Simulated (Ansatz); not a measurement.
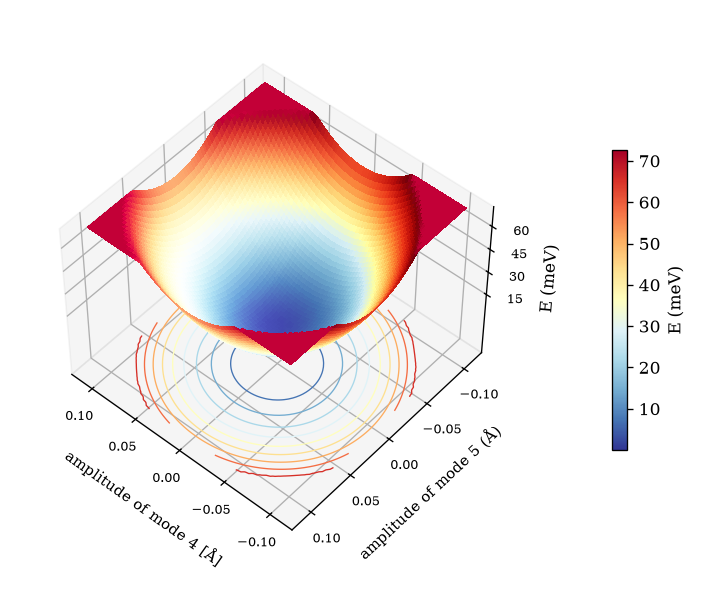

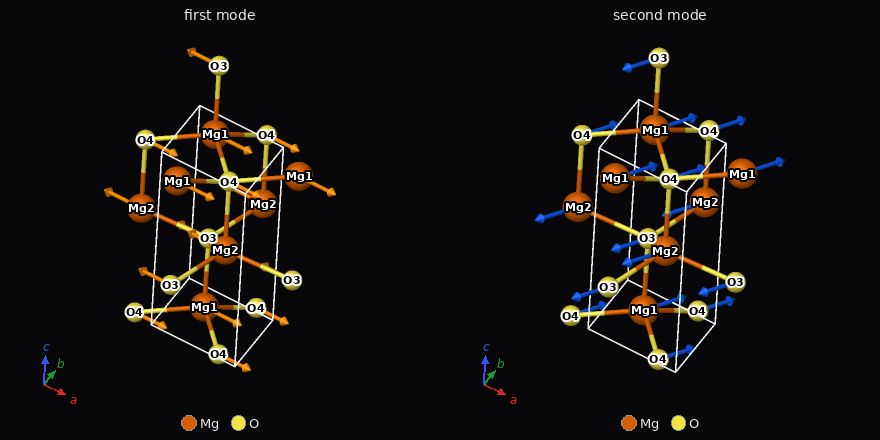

Energy landscape of MgO (P6_3mc, No. 186; 4 atoms in the cell). The energy is mapped over two normal modes frozen in (zone-centre modes of the 4-atom cell of this scan). Coordinates scanned: (1) amplitude of mode 4 (191 cm⁻¹), largest displacement; (2) amplitude of mode 5 (191 cm⁻¹), largest displacement. Nothing is relaxed (the cell and all other modes fixed). The scan uses a 7 × 7 grid; 28 points were computed and 21 follow by symmetry. Points are written as (first, second). All energies are given in meV per cell relative to the lowest grid point. All numbers below come from Ansatz 0.2.0, DFT PBEsol, scalar-relativistic, plane waves, PAW. Settings: cutoff 520 eV, k-mesh 9×9×6 in the order of the run's cell vectors, gaussian smearing 0.05 eV, no spin polarisation.

The picture shows a relief with its contours projected below, any walls above the top of the colour scale cut off. Between grid points the surface is interpolated. The second picture is the structure at the lowest point

> Describe this landscape.

The lowest grid point is at (0.000 Å, 0.000 Å). No other kind of well shows on this grid. The highest grid point, (−0.108 Å, −0.108 Å), lies 122 meV above the lowest. The gap on the k-mesh is 3.4 eV at the lowest point and runs from 3.2 to 3.4 eV over the map.

Grid values (meV):

```csv
"second ↓, first →",−0.108,−0.072,−0.036,0.000,0.036,0.072,0.108
0.108,116,85,67,61,67,85,116
0.072,84,52,33,27,33,52,84
0.036,65,32,13,7,13,32,65
0.000,60,26,7,0,7,26,60
−0.036,67,34,13,7,13,34,67
−0.072,88,54,33,26,33,54,88
−0.108,122,86,65,58,65,86,122
```

The input of one point:

```yaml
crystal:
  lattice:
    - [3.3034677759, 0.0, 0.0]
    - [-1.651733888, 2.8608870145, 0.0]
    - [0.0, 0.0, 5.0193881071]
  atoms:
    - { symbol: Mg, position: [0.3333333333, 0.6666666667, 0.0036583441] }
    - { symbol: Mg, position: [0.6666666667, 0.3333333333, 0.5036583441] }
    - { symbol: O, position: [0.3333333333, 0.6666666667, 0.4009416559] }
    - { symbol: O, position: [0.6666666667, 0.3333333333, 0.9009416559] }
basis:
  ecutwfc: 520.0
kpoints:
  mp_grid: { grid: [9, 9, 6] }
hamiltonian:
  xc: pbesol
  pseudopotentials: { kind: paw, azcp: { folder: soft_1 } }
scf:
  occupations: { method: gaussian, width: 0.05 }
output:
  forces: true
  stress: true
  eigenvalues: true
  write_density: true
  write_potential: true
  elf: true
  volumetric_format: npy
```

Time for the 28 points that were run: 7.7 min on 1 thread of Intel(R) Xeon(R) Platinum 8259CL CPU @ 2.50GHz (Skylake/Cascade Lake), with other jobs on the host.
